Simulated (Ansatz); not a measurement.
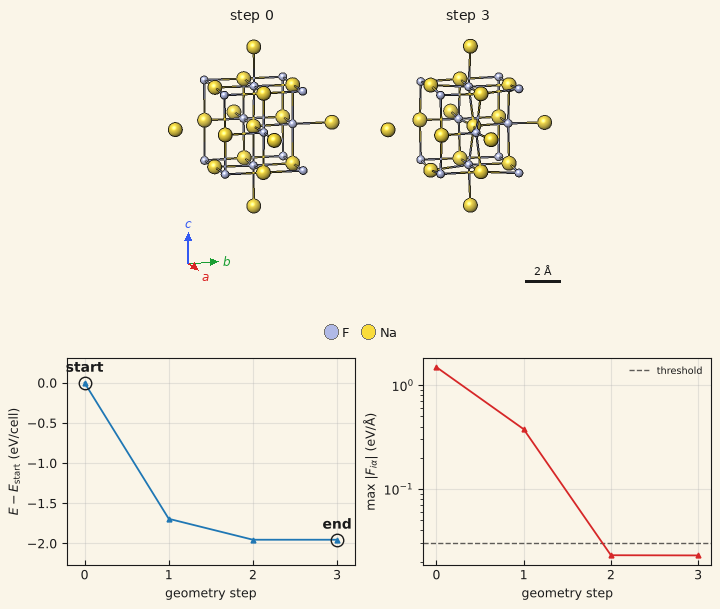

First and last geometry of a relaxation of a defect cell of composition F$_{31}$Na$_{31}$, with the history of the run. The picture is a ball-and-stick view of the atoms within 5.0 Å of the atom that moves most (axes of the cell of the calculation (origin shifted)), seen slightly off an axis.

Method: DFT, PBEsol, PAW, plane waves in Ansatz. Set-up: plane-wave cutoff 420 eV; k-point mesh 1 × 1 × 1; mesh shifted by (0.25, 0.25, 0.25); no spin polarisation; atoms relaxed in a fixed cell; force threshold 0.03 eV/Å; at most 80 steps.

### Read the history and describe the run.

It converged. Over 3 geometry steps the energy falls by 1.953 eV per cell of the calculation. Largest force component: 1.5 eV/Å at the start, 0.023 eV/Å at the end. The largest move is that of a Na atom, 0.26 Å roughly along [1 2 0]. Largest moves by element: Na 0.26 Å, F 0.20 Å. The cell stays as it was. Among the contacts that change: Na–Na 3.239 → 3.596 Å, Na–Na 3.274 → 3.600 Å, Na–Na 3.224 → 3.548 Å, Na–Na 3.247 → 3.547 Å. Among the angles between lasting bonds that change: F–Na–F 89.0° → 107.8°, Na–F–Na 90.6° → 108.0°, F–Na–F 177.8° → 161.6°. The run took 28 s on 7 threads of Arm Neoverse-V2, peak memory 1.7 GiB.

```
step  E − E(0), meV/atom  largest force component, eV/Å
   0                0.00                         1.4934
   1              -27.30                         0.3771
   2              -31.50                         0.0230
   3              -31.50                         0.0229
```
